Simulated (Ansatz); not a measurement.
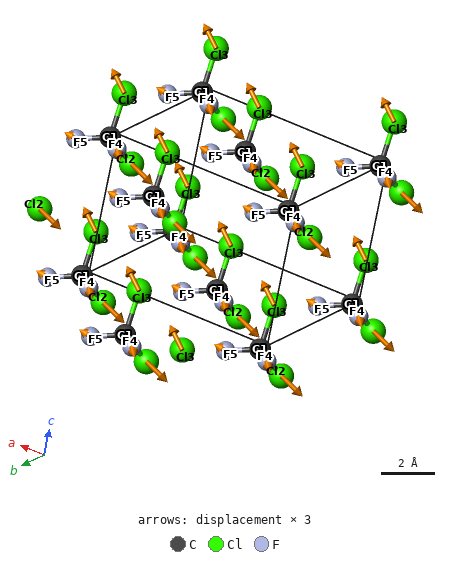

A relaxation of solid CCl$_{2}$F$_{2}$ (built on the MgH2O2-5 type type). The starting structure is drawn; orange arrows show the displacements (the part carried along by the change of the cell is left out), 3 times their true length.

A ball-and-stick model of the conventional cell (2 times the calculation's cell), repeated 1 × 2 × 1 with one cell outlined, seen from a free direction. Lengths and directions refer to the drawn axes.

The calculation used Ansatz 0.2.0, DFT, r2SCAN+rVV10, plane waves, PAW. Set-up: plane-wave cutoff 500 eV; k-point mesh 6 × 6 × 4; occupations fermi dirac; smearing width 0.03 eV; no spin polarisation; cell and atoms relaxed; force threshold 0.01 eV/Å; at most 120 steps.

Q: Which element moves most?

A: Chlorine: up to 0.38 Å, against 0.17 Å for fluorine.

Q: What did the optimiser do to the structure, and how much energy did it gain?

A: The largest moves relative to the cell, 0.38 Å, are those of Cl2 and Cl3. Cl3 goes along [3 −1 3]. By element the largest moves are Cl 0.38 Å, F 0.17 Å, C 0.01 Å. The drawn cell changes as follows: a 9.247 → 8.010 Å (−13.4 %), b 5.184 → 4.698 Å (−9.4 %), c 6.584 → 6.083 Å (−7.6 %), β 102.9° → 119.8°; the volume changes by −35.5 %. The space group stays C2 (No. 5). After 14 accepted moves (18 points after the start) the energy has fallen by 32.8 meV per atom. Largest force component: 0.13 eV/Å at the start, 0.0022 eV/Å at the end. The pressure goes from −0.47 to −0.01 GPa. The line search rejected the trial steps at points 4, 10 of the run. The SCF was repeated twice at an unchanged geometry on a basis and grid sized afresh for the cell, which shifted the energy by 3.1 meV per atom at most. Cost: 4 min on 2 threads of Intel(R) Xeon(R) 6975P-C (Granite Rapids) (shared host), peak memory 1 GiB.
